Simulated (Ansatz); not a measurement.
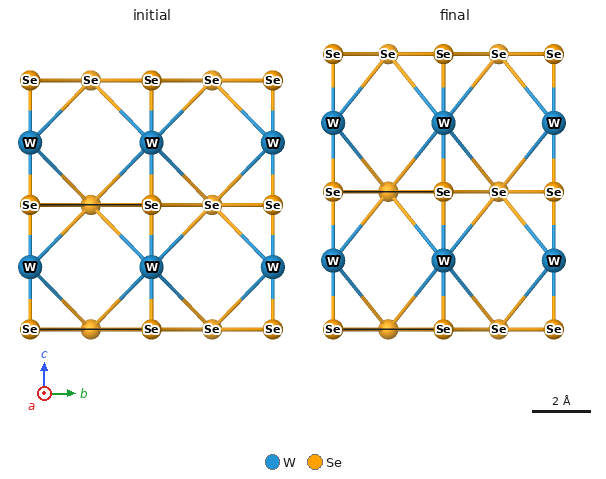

The structure of a crystal of WSe2 (a generated structure, set up in P4/mmm) (coarse preliminary run) before (left) and after (right) a relaxation, at one scale.

The picture is a ball-and-stick view of the cell of the calculation, repeated 1 × 2 × 2 with one cell outlined, seen along the a axis.

Theory: Ansatz, DFT PBE, scalar-relativistic, plane waves, PAW.

Input
```yaml
crystal:
  lattice:
    - [4.20621311, 0.0, 0.0]
    - [0.0, 4.20621311, 0.0]
    - [0.0, 0.0, 4.31523116]
  atoms:
    - { symbol: W, position: [0.0, 0.0, 0.5] }
    - { symbol: Se, position: [0.0, 0.0, 0.0] }
    - { symbol: Se, position: [0.5, 0.5, 0.0] }
basis:
  ecutwfc: 420
kpoints:
  mp_grid: { grid: [4, 4, 4] }
hamiltonian:
  xc: pbe
scf:
  occupations: { method: gaussian, width: 0.1 }
  lower_state_search: "off"
output:
  forces: true
  stress: true
  eigenvalues: true
relax:
  adjacent_minimum: "off"
  f_tol: 0.04
  max_steps: 70
  cell: { stress_tol: 0.4 }
```

Launched with:
```bash
ansatz run input.yaml --threads 1 --pin off --max-ram 2560MiB --backend cpu --events-out ev --progress --plain --runs-dir out
```

**Summarise the run.**

The atoms keep their places relative to the cell (all moves are under 0.005 Å). The drawn cell changes as follows: a = b 4.206 → 3.825 Å (−9.1 %), c 4.315 → 4.771 Å (+10.6 %); the volume changes by −8.6 %. Near-neighbour distances that change, for instance: Se2–Se3 2.974 → 2.705 Å, W1–Se2 2.158 → 2.386 Å, W1–Se3 3.674 → 3.606 Å. The space group stays P4/mmm (No. 123). Over 5 accepted moves (6 points after the start) the energy falls by 1.104 eV per cell of the calculation. All forces vanish by symmetry, so only the cell relaxes. Pressure: 11.68 GPa at the start and −0.10 GPa at the end. At 1 point the geometry stayed and the basis and grid were re-selected for the new cell (energy shift of 0.4 meV per cell of the calculation at most each time).

Limits of the set-up: the k-point mesh is coarse for a cell with partly filled bands.
